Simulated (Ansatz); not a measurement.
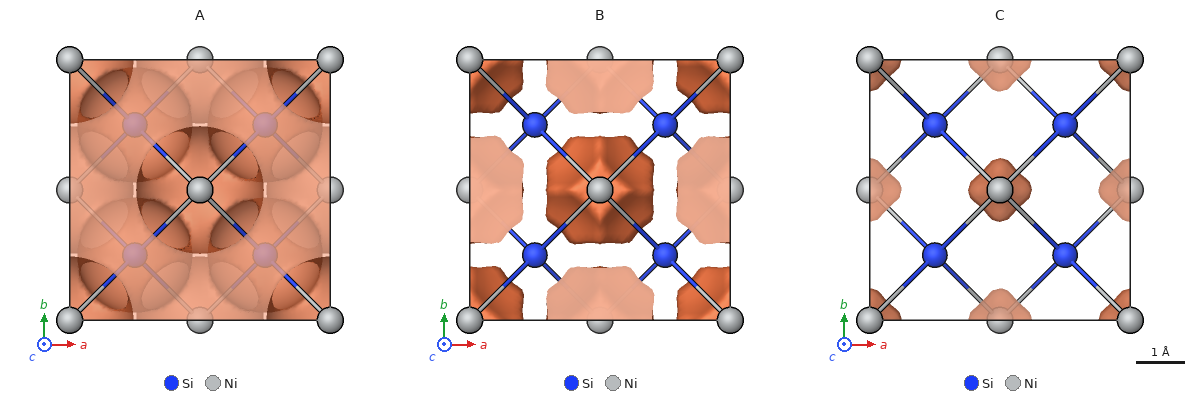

Three surfaces of the space that a probe's centre can reach in Si₂Ni in space group Fm-3m, computed for probe radii of 0.10, 0.40, 0.80 Å, in shuffled order. Pale faces close the region where the drawn box cuts it.

Hard-sphere model; covalent radii (Cordero): Si 1.11 Å, Ni 1.24 Å.

Source of the atomic positions: coordinates from a relaxation with Ansatz, DFT PBE, scalar-relativistic, plane waves, PAW.

```cif
data_structure
_symmetry_space_group_name_H-M 'Fm-3m'
_symmetry_Int_Tables_number 225
_cell_length_a 5.4469
_cell_length_b 5.4469
_cell_length_c 5.4469
_cell_angle_alpha 90.000
_cell_angle_beta 90.000
_cell_angle_gamma 90.000
_cell_volume 161.60
loop_
_atom_site_label
_atom_site_type_symbol
_atom_site_symmetry_multiplicity
_atom_site_Wyckoff_symbol
_atom_site_fract_x
_atom_site_fract_y
_atom_site_fract_z
_atom_site_occupancy
Si1 Si 8 c 0.25000 0.75000 0.75000 1
Ni1 Ni 4 a 0.00000 0.00000 0.00000 1
```

**Which panel belongs to which radius, and what does each show?**

A: 0.10 Å, a three-dimensional network, 40 % of the volume. B: 0.40 Å, isolated pockets that do not connect across cells, 13 % of the volume. C: 0.80 Å, isolated pockets that do not connect across cells, 1.8 % of the volume. The larger the probe, the smaller the space left to it.
